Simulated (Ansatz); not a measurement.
Zn

```
CELL_PARAMETERS angstrom
6.15928 0.00000 0.00000
0.00000 6.15928 0.00000
0.00000 0.00000 6.15928
ATOMIC_POSITIONS crystal
Zn 0.75000 0.25000 0.25000
Zn 0.25000 0.75000 0.25000
Zn 0.25000 0.25000 0.75000
Zn 0.75000 0.75000 0.75000
Zn 0.50000 0.00000 0.00000
Zn 0.00000 0.50000 0.00000
Zn 0.00000 0.00000 0.50000
Zn 0.50000 0.50000 0.50000
```

Space group Fd-3m; set up as Zn, diamond; a generated structure, not necessarily the stable one; changed on purpose from its base cell (volume × 1.12).

Theory: Ansatz 0.2.0, DFT, revPBE, plane waves (420 eV) with PAW, scalar-relativistic.

> What can the converged valence pseudo-density and electron localisation function tell about the bonding?

Zn–Zn (2.67 Å): the density is about 0.23 e/Å³ at the midpoint; the ELF is about 0.35 at the midpoint.

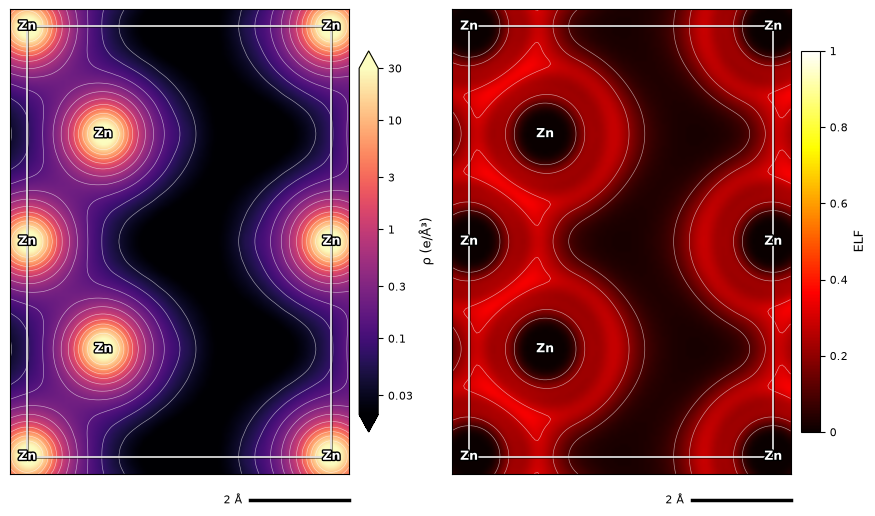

Computed valence pseudo-density and electron localisation function on the (101) plane of the conventional cell, in this order. 

The density is the valence pseudo-density of a PAW calculation; it isn't the true density close to the nuclei.
